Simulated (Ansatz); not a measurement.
# PtS₂ (slab): what the fields show

Input

```
crystal:
  lattice:
    - [3.5414386216, 0.0, 0.0]
    - [-1.7707193108, 3.0669758122, 0.0]
    - [0.0, 0.0, 22.4671572454]
  atoms:
    - { symbol: S, position: [0.6666666667, 0.3333333333, 0.2002923624] }
    - { symbol: Pt, position: [0.0, 0.0, 0.2555636767] }
    - { symbol: S, position: [0.3333333333, 0.6666666667, 0.3108349911] }
    - { symbol: S, position: [0.8333333333, 1.0, 0.4572709627] }
    - { symbol: Pt, position: [0.1666666667, 0.6666666667, 0.5125422771] }
    - { symbol: S, position: [0.5, 1.3333333333, 0.5678135915] }
basis:
  ecutwfc: 420
kpoints:
  mp_grid: { grid: [9, 9, 1] }
hamiltonian:
  xc: pbe
  dispersion: d3bj
scf:
  occupations: { method: gaussian, width: 0.05 }
output:
  forces: true
  eigenvalues: true
  write_density: true
  write_potential: true
  elf: true
  volumetric_format: npy
efield:
  axis: 3
  dipole_correction: true
  ramp_width: 0.04
```

Run with:

```sh
ansatz run input.yaml --threads 1 --pin off --max-ram 3072MiB --backend cpu --events-out ev --progress --plain --runs-dir out
```

Theory: DFT PBE+D3(BJ), scalar-relativistic, plane waves, PAW (Ansatz 0.2.0).

In a PAW calculation such maps are meaningful between the atoms, not at the nuclei.

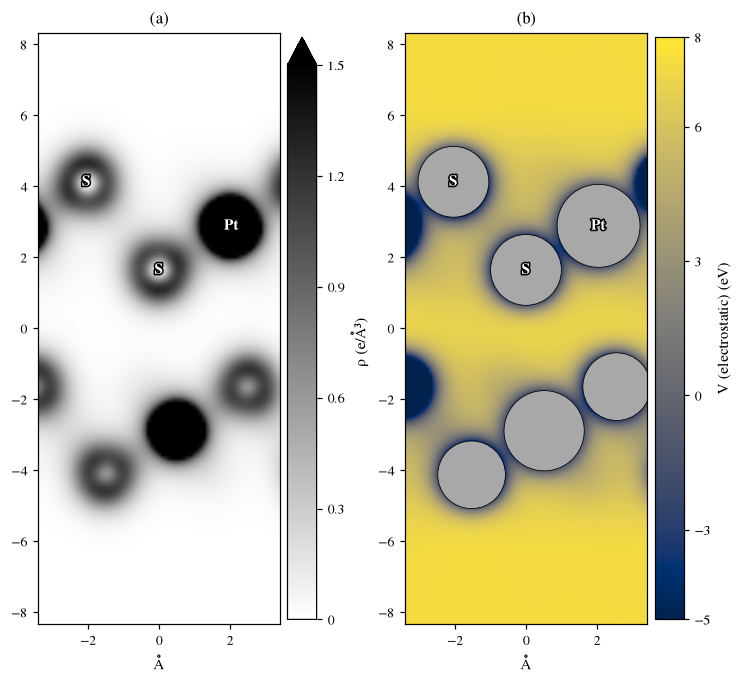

Figure 1. (a) valence electron density; (b) electrostatic potential (local pseudopotential plus Hartree) felt by an electron on the (110) plane of the calculation cell, a cut from vacuum to vacuum. Grey discs cover the atomic cores in the potential map.

**Interpret the plot.**

- The plane passes through S and Pt nuclei.
- Atoms just off the plane (S, 0.3 Å away and Pt, 0.3 Å away) can leave unmarked features too.
- Pt–S (2.39 Å): the density is about 0.67 e/Å³ at the midpoint.
- The density dies away to nearly zero in the vacuum.
- Outside the cores the potential energy rises away from the atoms and is highest in the vacuum; its zero is arbitrary.

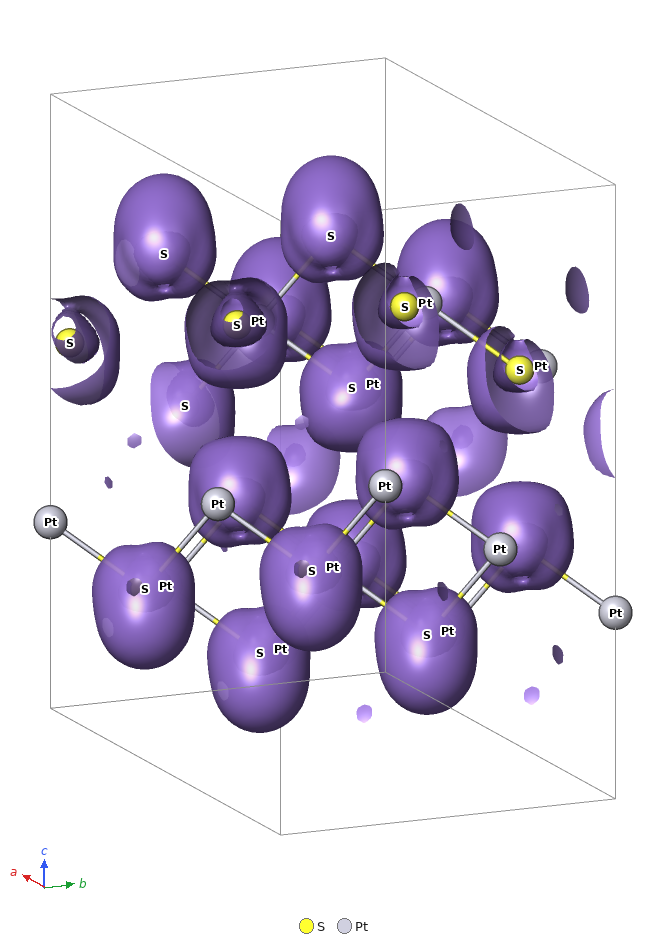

Figure 2. Isosurface of the electron localisation function at 0.7 (purple), seen at an oblique angle. Only the valence region is drawn (cores and ρ < 0.01 e/Å³ removed). Sticks mark near contacts.

**Where are the electrons localised?**

The ELF exceeds this value in four regions wrapped around S (the valence shell of each), counted in one cell of 6 atoms. Counts are for one cell; the picture repeats the cell along the surface. Profiles from the grid: Pt–S (2.39 Å): the ELF peaks at about 0.90 in the valence shell of S, 0.8 Å from its nucleus, and is about 0.45 at the midpoint.

**Does the calculation make it a metal, or give it a gap?**

It is gapped, with a Kohn–Sham gap of 1.4 eV on the k-point mesh, an upper bound to the gap of this method.
